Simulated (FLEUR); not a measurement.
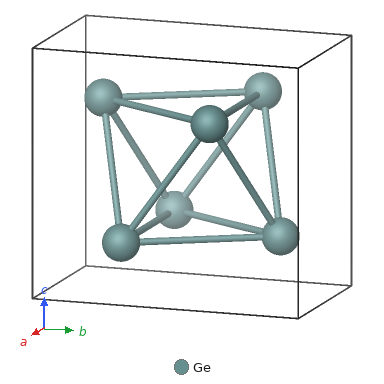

System: Ge, space group Cmcm (No. 63). The picture shows the conventional cell.

The given structure:
```xyz
2
Lattice="1.4881 -2.5947 0.0000 1.4881 2.5947 0.0000 0.0000 0.0000 4.7276" Properties=species:S:1:pos:R:3 pbc="T T T"
Ge    1.4881    0.8643    1.1819
Ge    1.4881   -0.8643    3.5457
```

Computed with FLEUR MaX-R8.1 (later development tree): all-electron LAPW DFT, no spin polarisation; energies at scaled volumes of the given cell, shape and fractions fixed, counted from the fit's minimum, third-order Birch-Murnaghan fit. Level: SCAN.

k mesh 10×10×6; occupations Fermi–Dirac; smearing width 0.05 eV; potentials all electron; program settings basis FLAPW, kmax 4.1 1/bohr.

Describe the result: the energy against volume. The volume takes the values 17.16, 17.52, 18.25, 18.98, 19.35 Å³/atom.

A third-order Birch–Murnaghan fit gives V0 = 18.35 Å³/atom, B0 = 76.8 GPa and B′ = 4.0. The energy is 20.74 meV/atom at volume 17.16 Å³/atom and 11.92 meV/atom at 19.35 Å³/atom; the lowest computed point is at volume 18.25 Å³/atom (0.12 meV/atom), and no other minimum shows among the points.

| volume (Å³/atom) | energy (meV/atom) |
| --- | --- |
| 17.16 | 20.74 |
| 17.52 | 9.63 |
| 18.25 | 0.12 |
| 18.98 | 4.96 |
| 19.35 | 11.92 |

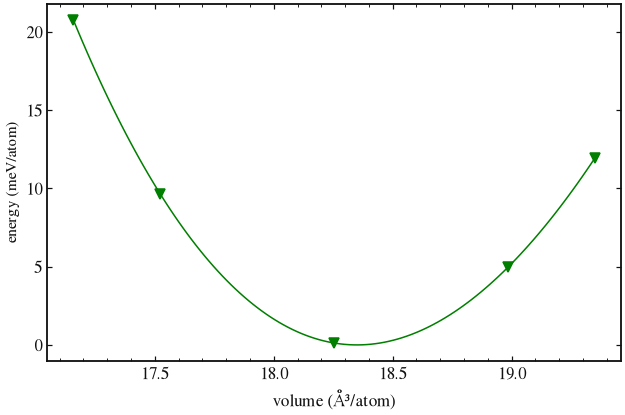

Limits of the calculation: shape and atomic fractions are frozen while scaling, which makes layered, chain and framework solids too stiff.
